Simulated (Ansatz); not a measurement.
# Two runs on SiC

System: SiC (2 atoms in the cell).
Method of run 1: DFT HSE06, scalar-relativistic, plane waves, PAW, no spin polarisation (Ansatz 0.2.0).

Text and figures count atoms from 1; the logs count them from 0 in places.

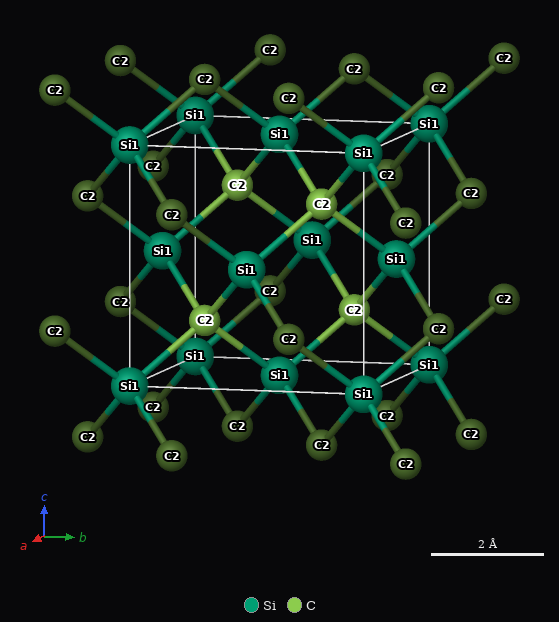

**Figure 1.** The input geometry (ball-and-stick view of the cell 4 times as large as that of the calculation, set on its symmetry axes, seen at an oblique angle; neighbours outside the cell are drawn fainter; atoms are numbered from 1 in the order of the input). An atom can appear more than once, as a periodic image.

Input, run 1:
```yaml
crystal:
  lattice:
    - [0.0, 2.1742206719, 2.1742206719]
    - [2.1742206719, 0.0, 2.1742206719]
    - [2.1742206719, 2.1742206719, 0.0]
  atoms:
    - { symbol: Si, position: [0.0, 0.0, 0.0] }
    - { symbol: C, position: [0.25, 0.25, 0.25] }
basis:
  ecutwfc: 420
kpoints:
  mp_grid: { grid: [6, 6, 6] }
hamiltonian:
  xc: hse06
scf:
  occupations: { method: gaussian, width: 0.05 }
output:
  forces: true
  stress: true
  eigenvalues: true
```

Command:
```bash
ansatz run input.yaml --threads 4 --pin off --max-ram 12288MiB --backend cpu --events-out ev --progress --plain --runs-dir out
```

Hardware: 4 threads of Arm Neoverse V1, 24 GiB of memory available, shared host.

Output, shortened to warnings, some set-up lines, iterations and results (run 1):
```
Warning: output.stress: scf.convergence.dr2_threshold = 1e-7 eV (the SCF's general default) is looser than the 2e-10 eV advised for a printed stress (1e-10 eV for each atom of the cell: 2). What an SCF threshold leaves in a stress goes as its square root, and in the free energy as the threshold itself, and one threshold admits the most on a small cell: of the crystals measured, under no hybrid …
Warning: output.stress: scf.exx.energy_threshold = 1e-6 eV is looser than the 2e-8 eV advised for a stress under a hybrid functional (1e-8 eV for each atom of the cell: 2). Every SCF of the exchange loop can meet its threshold on dr2 while the loop round them stops early: no threshold on dr2 bounds what that leaves in the stress. Set scf.exx.energy_threshold to 2e-8 eV or tighter. The threshold …
Basis set: ecut = 420 eV, 411 PW (Γ), exchange–correlation on 48×48×48 points (8 copies of the dense FFT grid, shifted against one another)
Symmetry: 24 space group operations
k-points: 16 of 216 (time reversal used)
Initial density: superposition of atomic densities (neutral atoms: chi_scale 0, normalization atom), corrected by the library's trained network
[...]
SCF iter   1: F=—  HF=-887.138717 eV  |F-HF|=—  |Δ(HF+E_count)|=         —  Δρ=1.44e-3  dr2=3.06e-4  ethr=1.77e-3  ⟨swp⟩=6.2  Hψ=608  notcnv=0
SCF iter   2: F=-887.138841 eV  HF=-887.138797 eV  |F-HF|=4.36e-5  |Δ(HF+E_count)|=   8.05e-5  Δρ=5.60e-4  dr2=2.05e-5  ethr=2.49e-7  ⟨swp⟩=2.0  Hψ=484  notcnv=0
SCF 1 stopped early in 2 iterations: F = -887.138841 eV  dr2 = 2.05e-5
SCF iter   1: F=—  HF=-887.783127 eV  |F-HF|=—  |Δ(HF+E_count)|=         —  Δρ=5.53e-3  dr2=3.96e-3  ethr=2.56e-6  ⟨swp⟩=6.3  Hψ=648  notcnv=0
SCF iter   2: F=—  HF=-887.781578 eV  |F-HF|=—  |Δ(HF+E_count)|=   1.55e-3  Δρ=2.58e-3  dr2=8.56e-4  ethr=2.56e-6  ⟨swp⟩=3.1  Hψ=257  notcnv=0
SCF iter   3: F=—  HF=-887.783410 eV  |F-HF|=—  |Δ(HF+E_count)|=   1.83e-3  Δρ=6.83e-4  dr2=1.00e-4  ethr=2.56e-6  ⟨swp⟩=3.1  Hψ=252  notcnv=0
SCF iter   4: F=—  HF=-887.783379 eV  |F-HF|=—  |Δ(HF+E_count)|=   3.04e-5  Δρ=1.83e-4  dr2=8.99e-6  ethr=1.15e-6  ⟨swp⟩=3.0  Hψ=232  notcnv=0
SCF iter   5: F=-887.783394 eV  HF=-887.783395 eV  |F-HF|=5.27e-7  |Δ(HF+E_count)|=   1.56e-5  Δρ=9.04e-5  dr2=1.29e-6  ethr=8.62e-8  ⟨swp⟩=3.1  Hψ=294  notcnv=0
SCF 2 stopped early in 5 iterations: F = -887.783394 eV  dr2 = 1.29e-6
SCF iter   1: F=—  HF=-887.783384 eV  |F-HF|=—  |Δ(HF+E_count)|=         —  Δρ=2.94e-5  dr2=1.38e-7  ethr=2.95e-7  ⟨swp⟩=4.6  Hψ=354  notcnv=0
SCF iter   2: F=-887.783384 eV  HF=-887.783384 eV  |F-HF|=1.68e-10  |Δ(HF+E_count)|=   2.96e-8  Δρ=7.64e-6  dr2=8.85e-9  ethr=1.69e-9  ⟨swp⟩=3.0  Hψ=224  notcnv=0
SCF 3 converged in 2 iterations: F = -887.783384 eV  dr2 = 8.85e-9
  Residual-converged pass: ⟨swp⟩=3.2  Hψ=261  notcnv=0  max |occ|·‖R‖ = 2.3e-6 eV (tolerance 2.4e-6 eV)  dr2=8.75e-9  dr2_onsite=2.51e-10  max |Δocc| = 6.1e-225
hybrid outer 2: dexx = +2.879e-8 eV, tail = 1.87e-8 eV, Δε = 1.24e-3 eV (about 1.16e-4 eV left of the loop's levels)
hybrid SCF converged: 2 outer / 7 inner (+2 warm-up), last move |dexx| = 2.88e-8 eV, tail = 1.87e-8 eV
Stability not checked: this state was not tested for a lower state beside it, because the functional holds exact exchange (a hybrid, or Hartree-Fock), whose exchange loop this test does not read (fock_operator; see scf.lower_state_search)
Free energy (F): -887.783384 eV
Frozen-core exchange: fock
Harris-Foulkes:  -887.783384 eV  (|F-HF|=1.68e-10)
Internal energy: -887.783384 eV  (E = F + TS)
E sigma→0 (E₀):  -887.783384 eV
Fermi energy:    10.068518 eV
--- Per-component energies (eV) ---
  E_band       = 19.671348
  E_kinetic    = 136.110166
  E_local      = -102.956297  (includes V_loc(G=0)·N_el)
  E_nonlocal   = 50.644875
  E_hartree    = 32.105617
  E_xc         = -85.813208
  E_vxc        = -88.469489  (∫ρ·V_xc dr)
  E_exx        = -15.234938  (= α·E_x^exact, valence–valence)
  E_paw        = -617.153490  (= ΣΔE_a)
  E_vpaw       = -9.398644  (= ΣTr[D̂ρ^β])
  E_aug_tail   = 0.000014  (compensation charges beyond the density's cutoff)
  E_ewald      = -285.409786
  E_core_change = -0.076335  (= ΣΔE_core)
  E_smearing   = -0.000000  (= −TS)
  E_closure    = -0.000002  (closes the sum)
  Σ components = -887.783384   (vs F -887.783384, Δ=0.00e0)
--- Forces (eV/Å), atoms counted from 1 ---
  atom   1  Si     0.00000000    -0.00000000     0.00000000
  atom   2  C     -0.00000000    -0.00000000    -0.00000000
  max |Σ_I F_I| component: 1.85e-16 eV/Å
--- Stress (GPa, compression-positive) ---
        0.134303       0.000000      -0.000000
       -0.000000       0.134303       0.000000
       -0.000000       0.000000       0.134303
  P = ⅓ Tr σ = 0.1343 GPa (1.343 kbar)
```

For run 2 the input was changed thus:
```diff
-    - [0.0, 2.1742206719, 2.1742206719]
-    - [2.1742206719, 0.0, 2.1742206719]
-    - [2.1742206719, 2.1742206719, 0.0]
+    - [0.0, 2.2017810714, 2.2017810714]
+    - [2.2017810714, 0.0, 2.2017810714]
+    - [2.2017810714, 2.2017810714, 0.0]
```

What does this change do to the results?

With the same functional and potentials, run 2 lies 10.2 meV per atom higher. The pressure goes from 0.13 to −8.07 GPa. The volume per atom goes from 10.28 to 10.67 Å³. The cell is scaled evenly with the atoms at fixed fractional positions, so −ΔP/Δ ln V estimates the bulk modulus midway between the two volumes: about 220 GPa. The number of SCF iterations is the same.

Output, shortened to warnings, some set-up lines, iterations and results (run 2):
```
Warning: output.stress: scf.convergence.dr2_threshold = 1e-7 eV (the SCF's general default) is looser than the 2e-10 eV advised for a printed stress (1e-10 eV for each atom of the cell: 2). What an SCF threshold leaves in a stress goes as its square root, and in the free energy as the threshold itself, and one threshold admits the most on a small cell: of the crystals measured, under no hybrid …
Warning: output.stress: scf.exx.energy_threshold = 1e-6 eV is looser than the 2e-8 eV advised for a stress under a hybrid functional (1e-8 eV for each atom of the cell: 2). Every SCF of the exchange loop can meet its threshold on dr2 while the loop round them stops early: no threshold on dr2 bounds what that leaves in the stress. Set scf.exx.energy_threshold to 2e-8 eV or tighter. The threshold …
Basis set: ecut = 420 eV, 411 PW (Γ), exchange–correlation on 48×48×48 points (8 copies of the dense FFT grid, shifted against one another)
Symmetry: 24 space group operations
k-points: 16 of 216 (time reversal used)
Initial density: superposition of atomic densities (neutral atoms: chi_scale 0, normalization atom), corrected by the library's trained network
[...]
SCF iter   1: F=—  HF=-887.142910 eV  |F-HF|=—  |Δ(HF+E_count)|=         —  Δρ=1.74e-3  dr2=5.82e-4  ethr=1.77e-3  ⟨swp⟩=6.4  Hψ=611  notcnv=0
SCF iter   2: F=-887.142956 eV  HF=-887.142920 eV  |F-HF|=3.54e-5  |Δ(HF+E_count)|=   1.01e-5  Δρ=6.14e-4  dr2=3.57e-5  ethr=4.27e-7  ⟨swp⟩=2.1  Hψ=473  notcnv=0
SCF 1 stopped early in 2 iterations: F = -887.142956 eV  dr2 = 3.57e-5
SCF iter   1: F=—  HF=-887.762723 eV  |F-HF|=—  |Δ(HF+E_count)|=         —  Δρ=5.54e-3  dr2=4.16e-3  ethr=4.46e-6  ⟨swp⟩=6.2  Hψ=627  notcnv=0
SCF iter   2: F=—  HF=-887.761082 eV  |F-HF|=—  |Δ(HF+E_count)|=   1.64e-3  Δρ=2.57e-3  dr2=9.11e-4  ethr=4.46e-6  ⟨swp⟩=3.0  Hψ=256  notcnv=0
SCF iter   3: F=—  HF=-887.763055 eV  |F-HF|=—  |Δ(HF+E_count)|=   1.97e-3  Δρ=7.08e-4  dr2=1.20e-4  ethr=4.46e-6  ⟨swp⟩=3.1  Hψ=240  notcnv=0
SCF iter   4: F=—  HF=-887.763020 eV  |F-HF|=—  |Δ(HF+E_count)|=   3.50e-5  Δρ=2.21e-4  dr2=1.31e-5  ethr=1.37e-6  ⟨swp⟩=3.0  Hψ=235  notcnv=0
SCF iter   5: F=-887.763035 eV  HF=-887.763035 eV  |F-HF|=5.30e-7  |Δ(HF+E_count)|=   1.54e-5  Δρ=9.36e-5  dr2=1.46e-6  ethr=1.36e-7  ⟨swp⟩=2.9  Hψ=265  notcnv=0
SCF 2 stopped early in 5 iterations: F = -887.763035 eV  dr2 = 1.46e-6
SCF iter   1: F=—  HF=-887.763025 eV  |F-HF|=—  |Δ(HF+E_count)|=         —  Δρ=3.40e-5  dr2=2.19e-7  ethr=3.20e-7  ⟨swp⟩=4.8  Hψ=371  notcnv=0
SCF iter   2: F=-887.763025 eV  HF=-887.763025 eV  |F-HF|=8.15e-10  |Δ(HF+E_count)|=   5.47e-8  Δρ=8.57e-6  dr2=1.19e-8  ethr=2.67e-9  ⟨swp⟩=2.7  Hψ=206  notcnv=0
SCF 3 converged in 2 iterations: F = -887.763025 eV  dr2 = 1.19e-8
  Residual-converged pass: ⟨swp⟩=3.8  Hψ=277  notcnv=0  max |occ|·‖R‖ = 2.4e-6 eV (tolerance 2.4e-6 eV)  dr2=1.15e-8  dr2_onsite=3.48e-10  max |Δocc| = 4.6e-228
hybrid outer 2: dexx = +2.972e-8 eV, tail = 2.50e-8 eV, Δε = 1.22e-3 eV (about 1.28e-4 eV left of the loop's levels)
hybrid SCF converged: 2 outer / 7 inner (+2 warm-up), last move |dexx| = 2.97e-8 eV, tail = 2.50e-8 eV
Stability not checked: this state was not tested for a lower state beside it, because the functional holds exact exchange (a hybrid, or Hartree-Fock), whose exchange loop this test does not read (fock_operator; see scf.lower_state_search)
Free energy (F): -887.763025 eV
Frozen-core exchange: fock
Harris-Foulkes:  -887.763025 eV  (|F-HF|=8.15e-10)
Internal energy: -887.763025 eV  (E = F + TS)
E sigma→0 (E₀):  -887.763025 eV
Fermi energy:    9.620214 eV
--- Per-component energies (eV) ---
  E_band       = 16.811112
  E_kinetic    = 134.042770
  E_local      = -105.182157  (includes V_loc(G=0)·N_el)
  E_nonlocal   = 50.144646
  E_hartree    = 32.461031
  E_xc         = -85.280732
  E_vxc        = -87.787103  (∫ρ·V_xc dr)
  E_exx        = -15.053746  (= α·E_x^exact, valence–valence)
  E_paw        = -616.981290  (= ΣΔE_a)
  E_vpaw       = -9.220871  (= ΣTr[D̂ρ^β])
  E_aug_tail   = 0.000012  (compensation charges beyond the density's cutoff)
  E_ewald      = -281.837220
  E_core_change = -0.076335  (= ΣΔE_core)
  E_smearing   = -0.000000  (= −TS)
  E_closure    = -0.000004  (closes the sum)
  Σ components = -887.763025   (vs F -887.763025, Δ=1.14e-13)
--- Forces (eV/Å), atoms counted from 1 ---
  atom   1  Si     0.00000000    -0.00000000    -0.00000000
  atom   2  C     -0.00000000     0.00000000     0.00000000
  max |Σ_I F_I| component: 1.11e-16 eV/Å
--- Stress (GPa, compression-positive) ---
       -8.074102       0.000000      -0.000000
       -0.000000      -8.074102       0.000000
        0.000000       0.000000      -8.074102
  P = ⅓ Tr σ = -8.0741 GPa (-80.741 kbar)
```

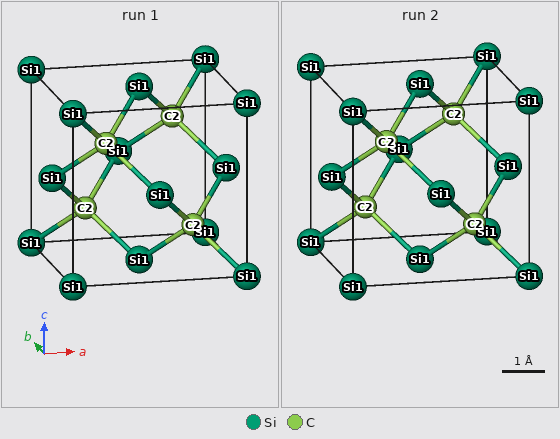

**Figure 2.** The two input geometries at one scale (ball-and-stick view of the cell 4 times as large as that of the calculation, set on its symmetry axes, seen slightly off an axis). The atoms keep their places relative to the cell (all moves are under 0.005 Å). The volume changes by +3.9 %, with a = b = c 4.348 → 4.404 Å (+1.3 %). Among the contacts that change: Si1–C2 1.883 → 1.907 Å.

The two runs side by side:

| quantity | run 1 | run 2 |
| --- | --- | --- |
| outcome | converged | converged |
| free energy per atom (eV) | −443.8917 | −443.8815 |
| gap on the mesh (eV) | 2.22 | 2.25 |
| pressure (GPa) | 0.13 | −8.07 |
| volume per atom (Å³) | 10.28 | 10.67 |
| largest force (eV/Å) | 0.000 | 0.000 |
| SCF iterations | 9 | 9 |
| irreducible k-points | 16 | 16 |
| plane waves at Γ | 411 | 411 |
| wall time (shared host) | 3.2 s | 3.7 s |

For both runs: Warnings: the exchange loop's threshold is looser than advised for the stress; the SCF threshold is looser than advised for the printed stress. For run 2: The cell is under a tension of 8.1 GPa at this level, so it is not at its equilibrium volume.
